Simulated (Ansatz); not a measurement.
Zn5O3

Input file:

```
crystal:
  lattice:
    - [3.3179121355, 0.0, 0.0]
    - [-1.6589560677, 2.8733961969, 0.0]
    - [0.0, 0.0, 12.5194500893]
  atoms:
    - { symbol: Zn, position: [0.0, 0.0, 0.4312410664] }
    - { symbol: Zn, position: [0.3333333333, 0.6666666667, 0.6555509847] }
    - { symbol: Zn, position: [0.3333333333, 0.6666666667, 0.2120510421] }
    - { symbol: Zn, position: [0.0, 0.0, 0.9927923747] }
    - { symbol: Zn, position: [0.6666666667, 0.3333333333, 0.8383403003] }
    - { symbol: O, position: [0.3333333333, 0.6666666667, 0.3734677263] }
    - { symbol: O, position: [0.0, 0.0, 0.5931274437] }
    - { symbol: O, position: [0.0, 0.0, 0.1544290617] }
basis:
  ecutwfc: 420
kpoints:
  mp_grid: { grid: [12, 12, 4] }
hamiltonian:
  xc: pbe
scf:
  occupations: { method: gaussian, width: 0.1 }
output:
  forces: true
  stress: true
  eigenvalues: true
  write_density: true
  write_potential: true
  elf: true
  volumetric_format: npy
relax:
  adjacent_minimum: "off"
  f_tol: 0.01
  max_steps: 30
  cell: { stress_tol: 0.1, fix: [volume] }
```

Command:

```sh
ansatz run input.yaml --threads 1 --pin off --max-ram 2560MiB --backend cpu --events-out ev --progress --plain --runs-dir out
```

Below, planes, directions and counts refer to the conventional cell (a = 3.32 Å, b = 3.32 Å, c = 12.51 Å, α = 90.00°, β = 90.00°, γ = 120.00°).

The fields are those of the run's last geometry, not of the input's.

Space group P3m1; a generated structure, not necessarily the stable one; changed on purpose from its base cell (volume × 1.10, shape and atoms relaxed); computed pressure about −6 GPa in this cell.

All numbers below come from Ansatz, DFT PBE, scalar-relativistic, plane waves, PAW.

The density is the valence pseudo-density of a PAW calculation; it isn't the true density close to the nuclei.

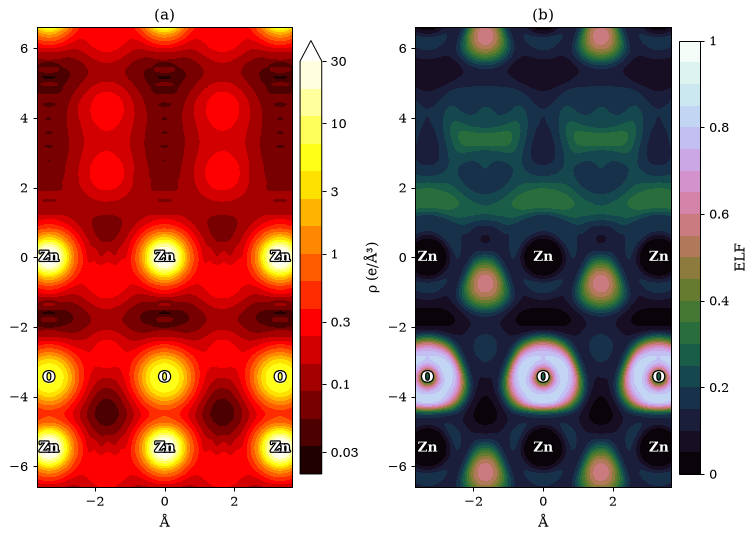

Figure 1. (a) valence electron density; (b) electron localisation function on the (100) plane of the conventional cell.

### Describe what can be read from this map.

- The section cuts through Zn and O sites.
- Zn–O (2.01 Å): ρ at the midpoint is about 0.56 e/Å³; the ELF peaks at about 0.85 in the valence shell of O, 0.6 Å from its nucleus, and is about 0.25 at the midpoint: no localised pair shows between them.
- Between the atoms the lowest density in this plane is 0.02 e/Å³.

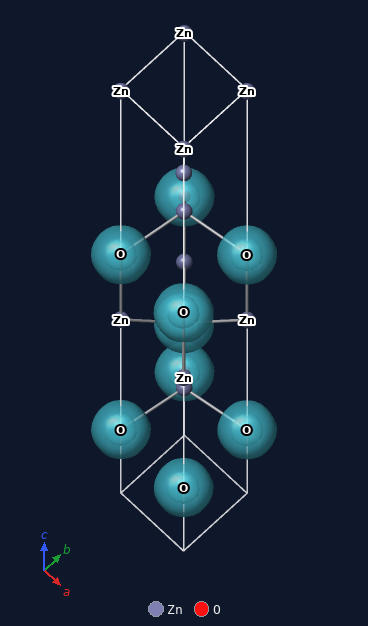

Figure 2. Isosurface of the ELF at 0.75 (cyan), seen at an oblique angle. Only the valence region is drawn (cores and ρ < 0.01 e/Å³ removed). Sticks mark near contacts.

### Where are the electrons localised?

At this value the surface marks out three regions wrapped around O (the valence shell of each), counted in one cell of 8 atoms. Any copies at cell faces, edges or corners count once.


 Zn–O (2.05 Å): the ELF peaks at about 0.85 in the valence shell of O, 0.6 Å from its nucleus, and is about 0.25 at the midpoint; no shared electron pair shows on this line.

### Does the calculation make it a metal, or give it a gap?

It is metallic or semimetallic at this level of theory: no gap opens.
